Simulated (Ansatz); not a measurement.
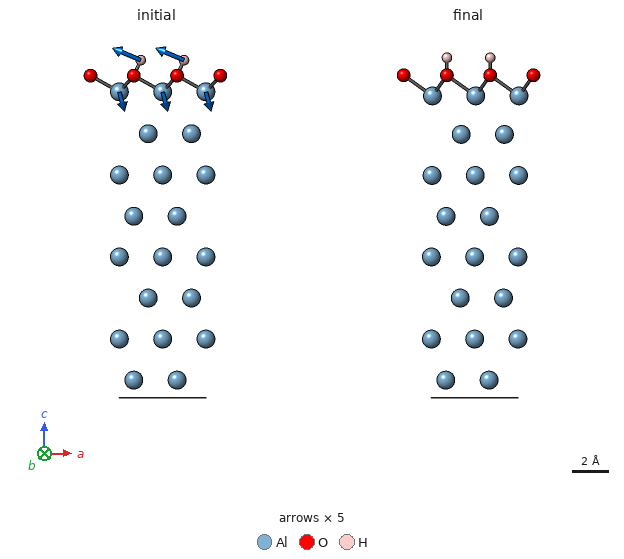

The structure of a slab of composition Al8HO (cut from the P6_3/mmc phase) before (left) and after (right) a constrained relaxation, at one scale. The blue arrows give the displacements, magnified 5 times.

Style: ball-and-stick. Shown: the 2 × 2 repeat of the cell, outlined in the plane, without the vacuum, along the b axis.

Case: OH put at a hollow Al-Al-Al site. The slab is the (0 0 1) face of Al with OH on it. 4 atoms are held fixed.

Computed with Ansatz, DFT PBEsol, scalar-relativistic, plane waves, PAW. Settings: plane-wave cutoff 420 eV; k-point mesh 12 × 12 × 1; occupations gaussian; smearing width 0.1 eV; no spin polarisation; dipole correction; atoms relaxed in a fixed cell; force threshold 0.03 eV/Å; at most 70 steps.

Q: Summarise the run.

A: After 4 accepted moves (5 points after the start) the energy has fallen by 0.705 eV per cell of the calculation. The largest force component goes from 4.1 to 0.014 eV/Å. 1 step only repeated the SCF at the same geometry. The atom that moves furthest is the H atom (0.36 Å at 67° to the normal (+c side)). By element the largest moves are H 0.36 Å, Al 0.24 Å, O 0.07 Å. The lattice vectors keep their values. Near-neighbour distances that change, for instance: Al–O 1.878 → 2.014 Å, H–O 0.967 → 0.998 Å. Among the angles between lasting bonds that change: Al–O–H 95.2° → 125.5°, O–Al–O 98.1° → 89.6°, Al–O–Al 98.1° → 89.6°.

Limits of the set-up: the cell has an odd number of electrons but was run without spin polarisation; the periodic images lie only 2.8 Å apart, so the values are limited by the cell's size.
